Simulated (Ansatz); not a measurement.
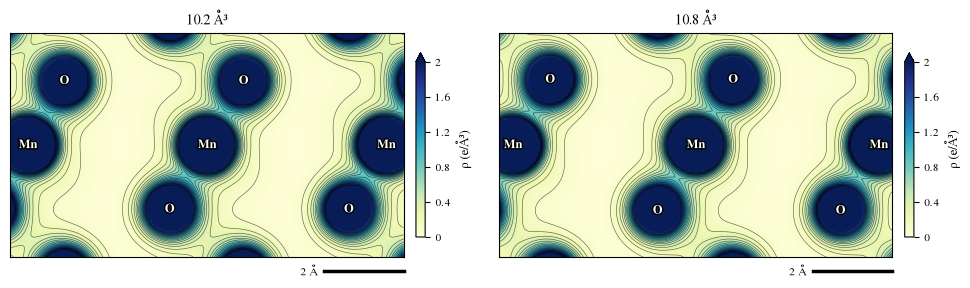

MnO₂. The valence pseudo-density of cells scaled evenly to different volumes (given per atom above each panel), on the (110) plane of each (indices in the axes of the cell below), at one length scale and on one colour scale.

A structure from a database of computed crystals, not necessarily the ambient phase; spin-polarised.

The calculation used Kohn-Sham DFT of a periodic cell, LDA, Ansatz PAW in Ansatz 0.2.0.

The largest cell:

```
Mn O
1.0
     2.85658    0.00000    0.00000
    -1.42829    2.47387    0.00000
     0.00000    0.00000    4.60137
Mn O
1 2
Cartesian
  0.0000 0.0000 2.3007
  0.0000 1.6493 3.2499
  1.4283 0.8246 1.3515
```

| volume (Å³/atom) | Mn–O contact in the plane (Å) | ρ at its midpoint (e/Å³) | pressure (GPa) | largest moment (μB) | 
| --- | --- | --- | --- | --- |
| 10.19 | 1.864 | 0.883 | 4.3 | 2.40 | 
| 10.41 | 1.877 | ? | ? | ? | 
| 10.84 | 1.903 | 0.806 | −8.9 | 2.47 | 

**Estimate the missing row, and compare with the calculation.**

Over the known rows ln ρ falls by 2.34 per Å of Mn–O distance (the line through the two), which gives 0.857 e/Å³ at 1.877 Å; the calculation gives 0.856 e/Å³. For the pressure, a straight line in volume between the neighbouring rows gives −0.2 GPa; the calculation gives −0.6, lower because pressure rises ever faster on compression. For the largest moment, a straight line in volume between the neighbouring rows gives 2.42 μB; the calculation gives 2.42.
